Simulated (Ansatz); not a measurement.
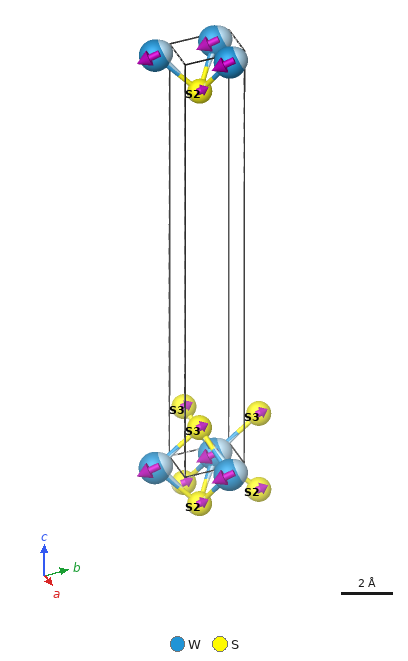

This is a relaxation of crystalline WS$_{2}$ (set up in P1). The starting structure is drawn faded, the final one solid; purple arrows show the displacements, 5 times their true length.

Style: ball-and-stick. Shown: the cell of the calculation, slightly off an axis.

Case: all W atoms moved 0.3 Å in one direction; relaxed back.

Theory: Ansatz 0.2.0, DFT LDA, scalar-relativistic, plane waves, PAW. Settings: plane-wave cutoff 420 eV; k-point mesh 12 × 12 × 2; occupations gaussian; smearing width 0.05 eV; no spin polarisation; cell and atoms relaxed; force threshold 0.01 eV/Å; at most 80 steps.

Question: Which element moves most?

Answer: Tungsten: up to 0.20 Å, against 0.10 Å for sulfur.

Question: What did the optimiser do to the structure, and how much energy did it gain?

Answer: Over 3 accepted moves (4 points after the start) the energy falls by 389 meV per atom. The largest force component goes from 6.3 to 0.0076 eV/Å. The pressure goes from 2.94 to 0.01 GPa. At 1 point the geometry stayed and the basis and grid were re-selected for the new cell (energy shift of less than 0.05 meV per atom at most each time). The W atom moves most relative to the cell: 0.20 Å in a general direction near [−2 −3 0]. By element the largest moves are W 0.20 Å, S 0.10 Å. Cell: a unchanged at 3.125 Å, b 3.125 → 3.123 Å (−0.1 %), c unchanged at 16.953 Å. Volume −0.1 %. Some distances before and after: S–W 2.103 → 2.385 Å, S–W 2.619 → 2.386 Å, S–W 2.545 → 2.386 Å, S–W 2.291 → 2.385 Å. Bond angles that change, for instance: S–W–S 124.2° → 135.6°, S–W–S 90.4° → 81.8°, S–W–S 143.6° → 135.5°. Within 0.06 Å the space group is P1 at the start and P-6m2 at the end; at a tighter tolerance small leftover displacements or strains of the cell lower it.

Limits of the set-up: layers or molecules are held without a dispersion correction, so their spacing is unreliable.
